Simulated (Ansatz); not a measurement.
# Run report: Ge, geometry relaxation (part 2 of 2)

Continued. System: Ge (slab, 8 atoms in the cell). Method: DFT PBEsol, scalar-relativistic, plane waves, PAW, no spin polarisation (Ansatz 0.2.0); cutoff 420 eV, 7×5×1 k-mesh, Gaussian smearing of 0.1 eV. The structure derives from an entry of the Crystallography Open Database. The input holds or restrains some coordinates. Forces given for the steps count only the free coordinates. It belongs to a series of runs on one base structure; here: clean slab, lower half held.

Geometry of the input (Å; fractional positions):
```
4.0134  0.0000  0.0000
0.0000  5.6758  0.0000
0.0000  0.0000  23.0201
Ge 0.5000  0.0000  0.3692
Ge 0.0000  0.2500  0.3692
Ge 0.0000  0.5000  0.4564
Ge 0.5000  0.7500  0.4564
Ge 0.5000  0.0000  0.5436
Ge 0.0000  0.2500  0.5436
Ge 0.0000  0.5000  0.6308
Ge 0.5000  0.7500  0.6308
```

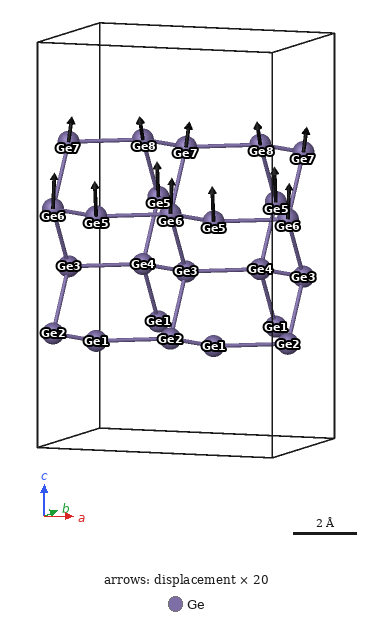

The starting structure with the displacements as black arrows, magnified 20 times (ball-and-stick view of the 2 × 1 repeat of the cell, with the vacuum cut short, seen slightly off an axis). Over 2 geometry steps the energy falls by 13.7 meV per cell of the calculation. Largest force component: 0.23 eV/Å at the start, 0.0062 eV/Å at the end. The largest moves, 0.059 Å, are those of Ge5 and Ge6. The cell doesn't change. Distances before and after: Ge3–Ge6 2.458 → 2.502 Å, Ge7–Ge8 2.458 → 2.440 Å, Ge5–Ge8 2.458 → 2.448 Å, Ge5–Ge6 2.458 → 2.465 Å. (Atoms are counted from 1 in the order of the input.)

```
SCF converged after 6 iterations
Free energy (F): -34024.270738 eV
Harris-Foulkes:  -34024.270738 eV  (|F-HF|=1.10e-8)
Internal energy: -34024.247782 eV  (E = F + TS)
E sigma→0 (E₀):  -34024.259260 eV
Entropy (-TS):   -0.022956 eV (-2.870 meV/atom)
Fermi energy:    -0.274077 eV
Dipole field:    D = 0.000956 V/Å  (p = 0.002769 e·Å, saw-weighted, corrected)
Work function:   Φ+ = 4.6636 eV   Φ− = 4.6857 eV
Levels:          The Fermi level and band energies are counted from a zero that moves with the ramp; work functions are not
--- Per-component energies (eV) ---
  E_band       = -2137.750954
  E_kinetic    = 885.007660
  E_local      = -102397.242678  (includes V_loc(G=0)·N_el)
  E_nonlocal   = 3350.833476
  E_hartree    = 49510.449366
  E_xc         = -595.468029
  E_vxc        = -511.620118  (∫ρ·V_xc dr)
  E_paw        = -15821.565998  (= ΣΔE_a)
  E_vpaw       = -2485.618961  (= ΣTr[D̂ρ^β])
  E_aug_tail   = 0.002478  (compensation charges beyond the density's cutoff)
  E_efield     = 0.000001  (sawtooth field / dipole correction)
  E_vefield    = -0.002614  (∫n·V_field dr)
  E_ewald      = 31036.392453
  E_core_change = 7.343490  (= ΣΔE_core)
  E_smearing   = -0.022956  (= −TS)
  E_closure    = 0.000000  (closes the sum)
  Σ components = -34024.270738   (vs F -34024.270738, Δ=0.00e0)
--- Forces (eV/Å), atoms counted from 1 ---
  atom   1  Ge     0.00000000     0.12340971     0.04016034
  atom   2  Ge     0.00000000    -0.12340971     0.04016034
  atom   3  Ge     0.00000000    -0.12297464    -0.03929154
  atom   4  Ge     0.00000000     0.12297464    -0.03929154
  atom   5  Ge     0.00000000     0.00319277     0.00035020
  atom   6  Ge     0.00000000    -0.00319277     0.00035020
  atom   7  Ge     0.00000000     0.00616742    -0.00121972
  atom   8  Ge     0.00000000    -0.00616742    -0.00121972
  max |Σ_I F_I| component: 1.42e-6 eV/Å
--- Band table (eV; the first three rows and the last of 12) ---
  k-point 0: bands = ["-24.9000", "-24.8888", "-24.8729", "-24.8688", "-24.8394", "-24.8308", "-24.8122", "-24.8061", "-24.7897", "-24.7679", "-24.7650", "-24.7320", "-24.7110", "-24.7109", "-24.6662", "-24.6648", "-24.6502", "-24.6335", "-24.6264", "-24.6027", "-24.5946", "-24.5790", "-24.5774", "-24.5452", "-24.5432", "-24.5426", "-24.5140", "-24.5093", "-24.5056", "-24.4857", "-24.4729", "-24.4441", "-24.4255", "-24.4203", "-24.4060", "-24.3975", "-24.3941", "-24.3735", "-24.3348", "-24.3049", "-12.2630", "-11.2312", "-9.8612", "-9.0610", "-8.2778", "-6.8962", "-4.5732", "-3.7172", "-3.5347", "-2.6558", "-2.2214", "-1.8205", "-1.8188", "-0.9644", "-0.7854", "-0.1885", "0.4273", "1.0424", "1.1783", "1.6981", "1.9780", "2.2905", "2.3547", "3.0756", "3.7761", "3.9791", "4.3324", "4.3357"]
  k-point 1: bands = ["-24.8964", "-24.8866", "-24.8731", "-24.8691", "-24.8442", "-24.8352", "-24.8099", "-24.7987", "-24.7912", "-24.7743", "-24.7702", "-24.7303", "-24.7122", "-24.7033", "-24.6690", "-24.6598", "-24.6515", "-24.6325", "-24.6289", "-24.6044", "-24.5937", "-24.5812", "-24.5802", "-24.5465", "-24.5434", "-24.5381", "-24.5109", "-24.5091", "-24.5026", "-24.4824", "-24.4747", "-24.4458", "-24.4264", "-24.4218", "-24.4050", "-24.3982", "-24.3954", "-24.3727", "-24.3352", "-24.3052", "-12.1089", "-11.1176", "-9.9964", "-9.9174", "-7.3256", "-6.9406", "-5.1950", "-3.2806", "-3.1079", "-2.9098", "-2.5033", "-1.7268", "-1.2983", "-0.8774", "-0.5938", "-0.5571", "0.4300", "0.4600", "1.2406", "1.7617", "1.7815", "1.8547", "2.7905", "3.5625", "3.7735", "4.0864", "4.2008", "4.2396"]
  k-point 2: bands = ["-24.8866", "-24.8819", "-24.8748", "-24.8745", "-24.8497", "-24.8402", "-24.8034", "-24.7968", "-24.7897", "-24.7867", "-24.7674", "-24.7456", "-24.6933", "-24.6928", "-24.6760", "-24.6703", "-24.6415", "-24.6331", "-24.6310", "-24.6039", "-24.5961", "-24.5856", "-24.5827", "-24.5482", "-24.5440", "-24.5315", "-24.5103", "-24.5030", "-24.4980", "-24.4794", "-24.4757", "-24.4499", "-24.4279", "-24.4238", "-24.4039", "-24.3996", "-24.3974", "-24.3716", "-24.3360", "-24.3059", "-11.6538", "-10.9560", "-10.7407", "-10.3444", "-6.8037", "-6.4817", "-5.5402", "-4.4255", "-2.2648", "-2.0893", "-2.0623", "-1.5176", "-1.3247", "-1.1139", "-0.8016", "-0.5880", "-0.2126", "0.1177", "1.1134", "1.6603", "1.7747", "2.1620", "3.2037", "3.2430", "4.2578", "4.2995", "4.3858", "4.6715"]
  k-point 11: bands = ["-24.8999", "-24.8995", "-24.8779", "-24.8765", "-24.8448", "-24.8417", "-24.7871", "-24.7824", "-24.7686", "-24.7643", "-24.7277", "-24.7191", "-24.7148", "-24.7087", "-24.7011", "-24.6982", "-24.6508", "-24.6460", "-24.6174", "-24.6006", "-24.5956", "-24.5915", "-24.5720", "-24.5610", "-24.5379", "-24.5273", "-24.5054", "-24.5025", "-24.4961", "-24.4861", "-24.4699", "-24.4526", "-24.4443", "-24.4345", "-24.4159", "-24.4062", "-24.3661", "-24.3416", "-24.3391", "-24.3147", "-10.4361", "-10.1034", "-9.4133", "-9.1048", "-7.8126", "-7.5498", "-7.3791", "-7.0614", "-3.7004", "-3.5196", "-3.0437", "-2.8167", "-2.3369", "-1.8925", "-1.2021", "-0.7940", "0.0619", "0.1127", "2.1546", "2.3482", "2.7416", "3.5230", "3.7362", "4.1877", "4.5667", "4.5945", "4.9375", "5.1908"]
--- Relaxed structure (3 steps of the walk, 3 accepted, 0 SCFs on fresh bases) ---
  F+E_penalty+E_count = -34024.27073848 eV   max|allowed force component| = 6.167e-3 eV/Å
  atoms:
    - { symbol: Ge, position: [0.5, 0.0, 0.3692432675] }
    - { symbol: Ge, position: [0.0, 0.25, 0.3692432675] }
    - { symbol: Ge, position: [0.0, 0.5, 0.4564144225000001] }
    - { symbol: Ge, position: [0.5, 0.7500000000000001, 0.4564144225000001] }
    - { symbol: Ge, position: [0.5, -0.0011780446807955352, 0.5461152408734554] }
    - { symbol: Ge, position: [1.4996205080610203e-36, 0.2511780446807956, 0.5461152408734554] }
    - { symbol: Ge, position: [0.0, 0.5027853503005928, 0.6324756535075895] }
    - { symbol: Ge, position: [0.5, 0.7472146496994074, 0.6324756535075895] }
```

### Trajectory as extended XYZ (Å, eV, eV/Å), 3 frames, from step=1 to step=3
```
8
Lattice="4.0134 0.0000 0.0000 0.0000 5.6758 0.0000 0.0000 0.0000 23.0201" Properties=species:S:1:pos:R:3:forces:R:3 step=1 energy=-34024.25706
Ge    2.0067    0.0000    8.5000    0.0000   0.1134   0.0258
Ge    0.0000    1.4189    8.5000    0.0000  -0.1134   0.0258
Ge    0.0000    2.8379   10.5067    0.0000   0.0133  -0.2262
Ge    2.0067    4.2568   10.5067    0.0000  -0.0133  -0.2262
Ge    2.0067    0.0000   12.5134    0.0000   0.0133   0.2262
Ge    0.0000    1.4189   12.5134    0.0000  -0.0133   0.2262
Ge    0.0000    2.8379   14.5201    0.0000   0.1133  -0.0258
Ge    2.0067    4.2568   14.5201    0.0000  -0.1133  -0.0258
8
Lattice="4.0134 0.0000 0.0000 0.0000 5.6758 0.0000 0.0000 0.0000 23.0201" Properties=species:S:1:pos:R:3:forces:R:3 step=2 energy=-34024.26957
Ge    2.0067    0.0000    8.5000    0.0000   0.1234   0.0371
Ge    0.0000    1.4189    8.5000    0.0000  -0.1234   0.0371
Ge    0.0000    2.8379   10.5067    0.0000  -0.0891  -0.0886
Ge    2.0067    4.2568   10.5067    0.0000   0.0891  -0.0886
Ge    2.0067   -0.0073   12.5565    0.0000   0.0213   0.0735
Ge    0.0000    1.4262   12.5565    0.0000  -0.0213   0.0735
Ge    0.0000    2.8491   14.5549    0.0000   0.0275  -0.0219
Ge    2.0067    4.2456   14.5549    0.0000  -0.0275  -0.0219
8
Lattice="4.0134 0.0000 0.0000 0.0000 5.6758 0.0000 0.0000 0.0000 23.0201" Properties=species:S:1:pos:R:3:forces:R:3 step=3 energy=-34024.27074
Ge    2.0067    0.0000    8.5000    0.0000   0.1234   0.0402
Ge    0.0000    1.4189    8.5000    0.0000  -0.1234   0.0402
Ge    0.0000    2.8379   10.5067    0.0000  -0.1230  -0.0393
Ge    2.0067    4.2568   10.5067    0.0000   0.1230  -0.0393
Ge    2.0067   -0.0067   12.5716    0.0000   0.0032   0.0003
Ge    0.0000    1.4256   12.5716    0.0000  -0.0032   0.0003
Ge    0.0000    2.8537   14.5596    0.0000   0.0062  -0.0012
Ge    2.0067    4.2410   14.5596    0.0000  -0.0062  -0.0012
```

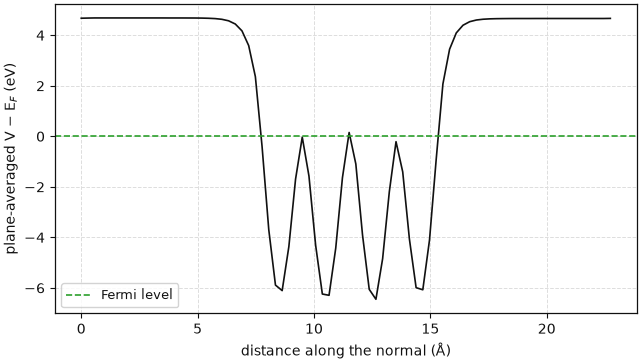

Plane average of the electrostatic potential energy of an electron across the cell, from the Fermi level. The vacuum level lies 4.66 eV above the Fermi level on the upper side and 4.69 eV on the lower.
